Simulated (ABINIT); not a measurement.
Phonon calculation, with input and output: ZrC (part 2 of 2)

Continued. System: ZrC (Fm-3m, 2 atoms in the cell). Method: Kohn-Sham DFT of a periodic cell, PBE, PseudoDojo NC SR PBE v0.4.1 standard, no spin polarisation (ABINIT 10.8.3); cutoff 1115.67 eV, 6×6×6 k-mesh, fermi-dirac of 0.05 eV. The structure derives from an entry of the Crystallography Open Database.

Geometry of the input (Å; fractional positions):
```
0.0000  2.3549  2.3549
2.3549  0.0000  2.3549
2.3549  2.3549  0.0000
Zr 0.5000  0.5000  0.5000
C  0.0000  0.0000  0.0000
```

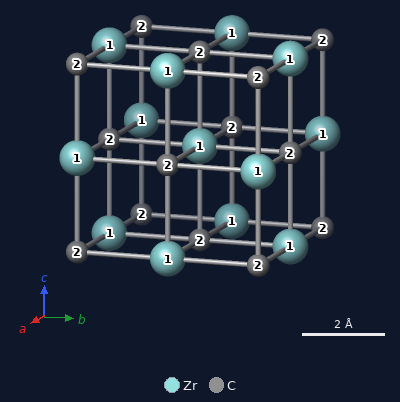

The input geometry (ball-and-stick view of the cell 4 times as large as that of the calculation, set on its symmetry axes, seen slightly off an axis; atoms are numbered from 1 in the order of the input). An atom can appear more than once, as a periodic image.

Output, continued
```
 cartesian forces (eV/Angstrom) at end:
    1     -0.00000000000000    -0.00000000000000    -0.00000000000000
    2     -0.00000000000000    -0.00000000000000    -0.00000000000000
 frms,max,avg= 0.0000000E+00 0.0000000E+00   0.000E+00  0.000E+00  0.000E+00 e/A
 length scales=  1.000000000000  1.000000000000  1.000000000000 bohr
              =  0.529177210544  0.529177210544  0.529177210544 angstroms
 Fermi (or HOMO) energy (hartree) =   0.41780   Average Vxc (hartree)=  -0.45400
 Eigenvalues (hartree) for nkpt=  28  k points:
 kpt#   1, nband= 16, wtk=  0.02778, kpt= -0.0833 -0.1667  0.0000 (reduced coord)
  -1.35271   -0.54112   -0.53616   -0.53568    0.02017    0.35750    0.39374    0.40190
   0.45211    0.50307    0.51389    0.55899    0.61130    0.72780    0.85492    1.11453
      occupation numbers for kpt#   1
   2.00000    2.00000    2.00000    2.00000    2.00000    2.00000    2.00000    1.99965
   0.00000    0.00000    0.00000    0.00000    0.00000    0.00000    0.00000    0.00000
 prteigrs : prtvol=0 or 1, do not print more k-points.

--- !EnergyTerms
iteration_state     : {dtset: 1, }
comment             : Components of total free energy in Hartree
kinetic             :  1.83694837308094E+01
hartree             :  6.31160875536014E+00
xc                  : -1.21697491585323E+01
Ewald energy        : -4.70876055572006E+01
psp_core            :  2.09797474016080E+00
local_psp           : -2.93946236349252E+01
non_local_psp       :  5.16540857758711E+00
internal            : -5.67075025467408E+01
'-kT*entropy'       : -1.77652688223330E-04
total_energy        : -5.67076801994290E+01
total_energy_eV     : -1.54309458902023E+03
band_energy         : -3.89195802940844E+00
...

 Cartesian components of stress tensor (hartree/bohr^3)
  sigma(1 1)= -3.57265869E-06  sigma(3 2)=  0.00000000E+00
  sigma(2 2)= -3.57265869E-06  sigma(3 1)=  0.00000000E+00
  sigma(3 3)= -3.57265869E-06  sigma(2 1)=  0.00000000E+00

-Cartesian components of stress tensor (GPa)         [Pressure=  1.0511E-01 GPa]
- sigma(1 1)= -1.05111248E-01  sigma(3 2)=  0.00000000E+00
- sigma(2 2)= -1.05111248E-01  sigma(3 1)=  0.00000000E+00
- sigma(3 3)= -1.05111248E-01  sigma(2 1)=  0.00000000E+00

================================================================================
== DATASET  2 ==================================================================

--- !DatasetInfo
iteration_state: {dtset: 2, }
dimensions: {natom: 2, nkpt: 432, mband: 16, nsppol: 1, nspinor: 1, nspden: 1, mpw: 2224, }
cutoff_energies: {ecut:  41.0, pawecutdg:  -1.0, }
electrons: {nelect:   1.60000000E+01, charge:   0.00000000E+00, occopt:   3.00000000E+00, tsmear:   1.83747000E-03, }
meta: {optdriver: 1, rfphon: 1, }
...

 mkfilename : getwfk/=0, take file _WFK from output of DATASET   1.

 Exchange-correlation functional for the present dataset will be:
  GGA: Perdew-Burke-Ernzerhof functional - ixc=11
  J.P.Perdew, K.Burke, M.Ernzerhof, PRL 77, 3865 (1996)

 Real(R)+Recip(G) space primitive vectors, cartesian coordinates (Bohr,Bohr^-1):
 R(1)=  0.0000000  4.4501747  4.4501747  G(1)= -0.1123551  0.1123551  0.1123551
 R(2)=  4.4501747  0.0000000  4.4501747  G(2)=  0.1123551 -0.1123551  0.1123551
 R(3)=  4.4501747  4.4501747  0.0000000  G(3)=  0.1123551  0.1123551 -0.1123551
 Unit cell volume ucvol=  1.7626301E+02 bohr^3
 Angles (23,13,12)=  6.00000000E+01  6.00000000E+01  6.00000000E+01 degrees
 setup1 : take into account q-point for computing boxcut.

 getcut: wavevector=  0.0000  0.0000  0.0000  ngfft=  40  40  40
         ecut(hartree)=     41.000   => boxcut(ratio)=   2.20501

 getcut : COMMENT -
  Note that boxcut > 2.2 ; recall that boxcut=Gcut(box)/Gcut(sphere) = 2
  is sufficient for exact treatment of convolution.
  Such a large boxcut is a waste : you could raise ecut
  e.g. ecut=   49.836280 Hartrees makes boxcut=2

--------------------------------------------------------------------------------

 ==>  initialize data related to q vector <==

 The list of irreducible perturbations for this q vector is:
    1)    idir= 1    ipert=   1
    2)    idir= 1    ipert=   2

================================================================================

 The perturbation idir=   2  ipert=   1 is
 symmetric of a previously calculated perturbation.
 So, its SCF calculation is not needed.

 The perturbation idir=   3  ipert=   1 is
 symmetric of a previously calculated perturbation.
 So, its SCF calculation is not needed.

 The perturbation idir=   2  ipert=   2 is
 symmetric of a previously calculated perturbation.
 So, its SCF calculation is not needed.

 The perturbation idir=   3  ipert=   2 is
 symmetric of a previously calculated perturbation.
 So, its SCF calculation is not needed.

--------------------------------------------------------------------------------
 Perturbation wavevector (in red.coord.)   0.000000  0.000000  0.000000
 Perturbation : displacement of atom   1   along direction   1
 Found     4 symmetries that leave the perturbation invariant.
 symkpt : the number of k-points, thanks to the symmetries,
 is reduced to   126 .

--------------------------------------------------------------------------------

--------------------------------------------------------------------------------

 dfpt_looppert : total number of electrons, from k and k+q
  fully or partially occupied states are    1.600000E+01 and    1.600000E+01.
 Initialisation of the first-order wave-functions :
  ireadwf=   0

--- !BeginCycle
iteration_state: {dtset: 2, }
solver: {iscf: 7, nstep: 80, nline: 4, wfoptalg: 0, }
tolerances: {tolvrs: 1.00E-08, }
...

     iter   2DEtotal(Ha)        deltaE(Ha) residm    vres2
-ETOT  1   2.9005901086510     -1.624E+03 4.759E+00 7.055E+02
 ETOT  2   2.4093227451077     -4.913E-01 1.113E-01 1.787E+01
 ETOT  3   2.4046925219667     -4.630E-03 6.938E-04 3.857E-01
 ETOT  4   2.4046401746961     -5.235E-05 7.763E-05 4.598E-03
 ETOT  5   2.4046388716059     -1.303E-06 3.078E-06 5.105E-04
 ETOT  6   2.4046387527602     -1.188E-07 3.485E-07 5.356E-06
 ETOT  7   2.4046387529382      1.780E-10 1.402E-08 4.875E-06
 ETOT  8   2.4046387515033     -1.435E-09 1.476E-09 4.334E-08
 ETOT  9   2.4046387515037      4.547E-13 6.902E-11 5.401E-11

 At SCF step    9       vres2   =  5.40E-11 < tolvrs=  1.00E-08 =>converged.
================================================================================

 ----iterations are completed or convergence reached----

 Mean square residual over all n,k,spin=   11.553E-14; max=  69.016E-12

 2DEtotal=    0.2404638752E+01 Ha. Also 2DEtotal=    0.654335538492E+02 eV
    (2DErelax=   -1.6245819564E+03 Ha. 2DEnonrelax=    1.6269865951E+03 Ha)
    (  non-var. 2DEtotal :    2.4046391860E+00 Ha)

--------------------------------------------------------------------------------
 Perturbation wavevector (in red.coord.)   0.000000  0.000000  0.000000
 Perturbation : displacement of atom   2   along direction   1
 Found     4 symmetries that leave the perturbation invariant.
 symkpt : the number of k-points, thanks to the symmetries,
 is reduced to   126 .

--------------------------------------------------------------------------------

--------------------------------------------------------------------------------

 dfpt_looppert : total number of electrons, from k and k+q
  fully or partially occupied states are    1.600000E+01 and    1.600000E+01.
 Initialisation of the first-order wave-functions :
  ireadwf=   0

--- !BeginCycle
iteration_state: {dtset: 2, }
solver: {iscf: 7, nstep: 80, nline: 4, wfoptalg: 0, }
tolerances: {tolvrs: 1.00E-08, }
...

     iter   2DEtotal(Ha)        deltaE(Ha) residm    vres2
-ETOT  1   3.6821401254202     -6.035E+02 3.798E+00 6.167E+03
 ETOT  2   2.4310905665497     -1.251E+00 1.058E-01 1.191E+02
 ETOT  3   2.3971678002767     -3.392E-02 2.482E-03 3.526E+00
 ETOT  4   2.3964039726546     -7.638E-04 1.245E-04 6.888E-02
 ETOT  5   2.3963863474074     -1.763E-05 6.566E-06 9.319E-04
 ETOT  6   2.3963864794205      1.320E-07 3.125E-07 1.140E-03
 ETOT  7   2.3963861403532     -3.391E-07 2.516E-08 2.946E-06
 ETOT  8   2.3963861396127     -7.404E-10 1.324E-09 1.672E-08
 ETOT  9   2.3963861396110     -1.705E-12 1.226E-10 6.864E-11

 At SCF step    9       vres2   =  6.86E-11 < tolvrs=  1.00E-08 =>converged.
================================================================================

 ----iterations are completed or convergence reached----

 Mean square residual over all n,k,spin=   23.176E-14; max=  12.261E-11

 2DEtotal=    0.2396386140E+01 Ha. Also 2DEtotal=    0.652089888395E+02 eV
    (2DErelax=   -6.0476801810E+02 Ha. 2DEnonrelax=    6.0716440424E+02 Ha)
    (  non-var. 2DEtotal :    2.3963855194E+00 Ha)

================================================================================

 ---- first-order wavefunction calculations are completed ----

 ==> Compute Derivative Database <==

  Dynamical matrix, in cartesian coordinates,
   if specified in the inputs, asr has been imposed
     j1       j2             matrix element
  dir pert dir pert     real part    imaginary part

   1    1   1    1         0.0604419809         0.0000000000
   1    1   1    2        -0.0604419809         0.0000000000

   2    1   2    1         0.0604419809         0.0000000000
   2    1   2    2        -0.0604419809         0.0000000000

   3    1   3    1         0.0604419809         0.0000000000
   3    1   3    2        -0.0604419809         0.0000000000

   1    2   1    1        -0.0604419608         0.0000000000
   1    2   1    2         0.0604419608         0.0000000000

   2    2   2    1        -0.0604419608         0.0000000000
   2    2   2    2         0.0604419608         0.0000000000

   3    2   3    1        -0.0604419608         0.0000000000
   3    2   3    2         0.0604419608         0.0000000000

  Phonon wavevector (reduced coordinates) :  0.00000  0.00000  0.00000
 Phonon energies in Hartree :
   0.000000E+00  0.000000E+00  0.000000E+00  1.767497E-03  1.767497E-03
   1.767497E-03
 Phonon frequencies in cm-1    :
   0.000000E+00  0.000000E+00  0.000000E+00  3.879207E+02  3.879207E+02
   3.879207E+02

== END DATASET(S) ==============================================================
================================================================================

 -outvars: echo values of variables after computation  --------
            acell      1.0000000000E+00  1.0000000000E+00  1.0000000000E+00 Bohr
           etotal1    -5.6707680199E+01
           etotal2     2.3963861396E+00
            fcart1    -0.0000000000E+00 -0.0000000000E+00 -0.0000000000E+00
                      -0.0000000000E+00 -0.0000000000E+00 -0.0000000000E+00
            fcart2     0.0000000000E+00  0.0000000000E+00  0.0000000000E+00
                       0.0000000000E+00  0.0000000000E+00  0.0000000000E+00
            rprim      0.0000000000E+00  4.4501747269E+00  4.4501747269E+00
                       4.4501747269E+00  0.0000000000E+00  4.4501747269E+00
                       4.4501747269E+00  4.4501747269E+00  0.0000000000E+00
           strten1    -3.5726586896E-06 -3.5726586896E-06 -3.5726586896E-06
                       0.0000000000E+00  0.0000000000E+00  0.0000000000E+00
           strten2     0.0000000000E+00  0.0000000000E+00  0.0000000000E+00
                       0.0000000000E+00  0.0000000000E+00  0.0000000000E+00
           xangst      2.3549310484E+00  2.3549310484E+00  2.3549310484E+00
                       0.0000000000E+00  0.0000000000E+00  0.0000000000E+00
             xred      5.0000000000E-01  5.0000000000E-01  5.0000000000E-01
                       0.0000000000E+00  0.0000000000E+00  0.0000000000E+00
 Calculation completed.
```

File anaddb.abo
```
.Version 10.8.3 of ANADDB
================================================================================

 -outvars_anaddb: echo values of input variables ----------------------

 Miscellaneous information :
       eivec         1
         asr         1
      chneut         0
 First list of wavevector (reduced coord.) :
       nph1l         1
       qph1l
                     0.00000000E+00  0.00000000E+00  0.00000000E+00    1.000E+00

================================================================================

 read the DDB information and perform some checks

  ==== Info on the Cryst% object ====
 Real(R)+Recip(G) space primitive vectors, cartesian coordinates (Bohr,Bohr^-1):
 R(1)=  0.0000000  4.4501747  4.4501747  G(1)= -0.1123551  0.1123551  0.1123551
 R(2)=  4.4501747  0.0000000  4.4501747  G(2)=  0.1123551 -0.1123551  0.1123551
 R(3)=  4.4501747  4.4501747  0.0000000  G(3)=  0.1123551  0.1123551 -0.1123551
 Unit cell volume ucvol=  1.7626301E+02 bohr^3
 Angles (23,13,12)=  6.00000000E+01  6.00000000E+01  6.00000000E+01 degrees
 Time-reversal symmetry is present
 Reduced atomic positions [iatom, xred, symbol]:
    1)    0.5000000  0.5000000  0.5000000  Zr
    2)    0.0000000  0.0000000  0.0000000   C

 DDB file with 3 blocks has been read.

================================================================================

 Treat the first list of vectors

  Phonon wavevector (reduced coordinates) :  0.00000  0.00000  0.00000
 Phonon energies in Hartree :
   0.000000E+00  0.000000E+00  0.000000E+00  1.767497E-03  1.767497E-03
   1.767497E-03
 Phonon frequencies in cm-1    :
   0.000000E+00  0.000000E+00  0.000000E+00  3.879207E+02  3.879207E+02
   3.879207E+02

 Eigendisplacements
 (will be given, for each mode : in cartesian coordinates
   for each atom the real part of the displacement vector,
   then the imaginary part of the displacement vector - absolute values smaller than 1.0d-7 are set to zero)
  Mode number    1   Energy    0.000000E+00
 Attention : low frequency mode.
   (Could be unstable or acoustic mode)
   1  0.00000000E+00  0.00000000E+00  2.30518858E-03
      0.00000000E+00  0.00000000E+00  0.00000000E+00
   2  0.00000000E+00  0.00000000E+00  2.30518896E-03
      0.00000000E+00  0.00000000E+00  0.00000000E+00
  Mode number    2   Energy    0.000000E+00
 Attention : low frequency mode.
   (Could be unstable or acoustic mode)
   1  0.00000000E+00 -2.30518858E-03  0.00000000E+00
      0.00000000E+00  0.00000000E+00  0.00000000E+00
   2  0.00000000E+00 -2.30518896E-03  0.00000000E+00
      0.00000000E+00  0.00000000E+00  0.00000000E+00
  Mode number    3   Energy    0.000000E+00
 Attention : low frequency mode.
   (Could be unstable or acoustic mode)
   1  2.30518858E-03  0.00000000E+00  0.00000000E+00
      0.00000000E+00  0.00000000E+00  0.00000000E+00
   2  2.30518896E-03  0.00000000E+00  0.00000000E+00
      0.00000000E+00  0.00000000E+00  0.00000000E+00
  Mode number    4   Energy    1.767497E-03
   1  0.00000000E+00  3.05258160E-07  8.36452973E-04
      0.00000000E+00  0.00000000E+00  0.00000000E+00
   2 -5.53455595E-07 -2.31844690E-06 -6.35289096E-03
      0.00000000E+00  0.00000000E+00  0.00000000E+00
  Mode number    5   Energy    1.767497E-03
   1  1.60939218E-07  8.36452961E-04 -3.05272176E-07
      0.00000000E+00  0.00000000E+00  0.00000000E+00
   2 -1.22233926E-06 -6.35289087E-03  2.31855336E-06
      0.00000000E+00  0.00000000E+00  0.00000000E+00
  Mode number    6   Energy    1.767497E-03
   1  8.36453013E-04 -1.60965802E-07  0.00000000E+00
      0.00000000E+00  0.00000000E+00  0.00000000E+00
   2 -6.35289127E-03  1.22254116E-06  5.53009463E-07
      0.00000000E+00  0.00000000E+00  0.00000000E+00

 Analysis of degeneracies and characters (maximum tolerance=1.00E-06 a.u.)
 For each vibration mode, or group of modes if degenerate,
 the characters are given for each symmetry operation (see the list in the log file).
 Symmetry characters of vibration mode #   1
       degenerate with vibration modes #   2 to    3
  3.0 -3.0 -1.0  1.0 -1.0  1.0 -1.0  1.0  1.0 -1.0 -1.0  1.0  1.0 -1.0 -1.0  1.0
 -0.0  0.0 -0.0  0.0  0.0 -0.0 -0.0  0.0  1.0 -1.0 -1.0  1.0 -1.0  1.0  1.0 -1.0
 -0.0  0.0  0.0 -0.0  0.0 -0.0 -0.0  0.0  1.0 -1.0  1.0 -1.0 -1.0  1.0 -1.0  1.0
 Symmetry characters of vibration mode #   4
       degenerate with vibration modes #   5 to    6
  3.0 -3.0 -1.0  1.0 -1.0  1.0 -1.0  1.0  1.0 -1.0 -1.0  1.0  1.0 -1.0 -1.0  1.0
  0.0 -0.0 -0.0  0.0  0.0 -0.0 -0.0  0.0  1.0 -1.0 -1.0  1.0 -1.0  1.0  1.0 -1.0
  0.0 -0.0  0.0 -0.0 -0.0  0.0 -0.0  0.0  1.0 -1.0  1.0 -1.0 -1.0  1.0 -1.0  1.0

================================================================================

 anaddb : the run completed successfully.
```

Results in brief

- outcome: converged
- space group (tolerance 0.01 Å): Fm-3m (225)
- electrons treated: 16
- free energy: −1543.0946 eV
- Fermi energy: 11.369 eV
- pressure: 0.11 GPa
- largest force (length of the vector): under 0.001 eV/Å
- wall time: 4.4 min
- peak memory: 0.31 GiB
